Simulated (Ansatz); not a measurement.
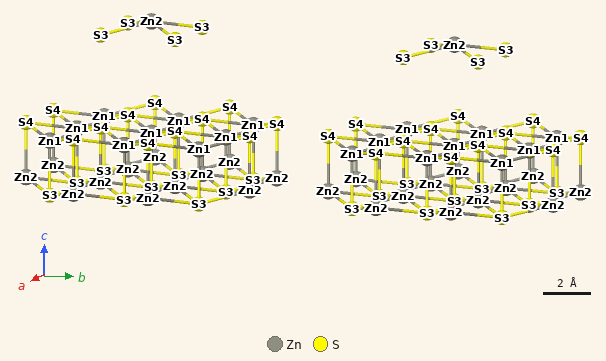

Two geometries of a crystal of ZnS (built on the HgF-139 type type), drawn at one scale. One is the start of a relaxation, the other its converged end. Style: ball-and-stick. Shown: the atoms within 5.8 Å of the atom that moves most (axes of the conventional cell (2 times the calculation's cell)), slightly off an axis. Lengths and directions refer to the drawn axes.

All numbers below come from DFT, r2SCAN+rVV10, plane waves, PAW (Ansatz 0.2.0). (plane-wave cutoff 500 eV; k-point mesh 10 × 10 × 10; occupations fermi dirac; smearing width 0.03 eV; no spin polarisation; cell and atoms relaxed; force threshold 0.01 eV/Å; at most 120 steps)

Q: Which one is relaxed?

A: The right one is the relaxed one. The largest moves relative to the cell, 0.081 Å, are those of Zn1 and Zn2. Zn1 goes along +c. Largest moves by element: Zn 0.081 Å, S 0.071 Å. The volume changes by −4.8 %, with a = b 3.448 → 3.465 Å (+0.5 %), c 13.757 → 12.956 Å (−5.8 %). Near-neighbour distances that change, for instance: Zn1–S3 2.404 → 2.417 Å, Zn1–S4 2.476 → 2.483 Å. The space group stays I4/mmm (No. 139). Over 5 accepted moves (6 points after the start) the energy falls by 5.8 meV per atom. Largest force component: 0.12 eV/Å at the start, 0.00016 eV/Å at the end. The pressure goes from 0.71 to −0.01 GPa. At 1 point the geometry stayed and the basis and grid were re-selected for the new cell (energy shift of 0.2 meV per atom at most each time).
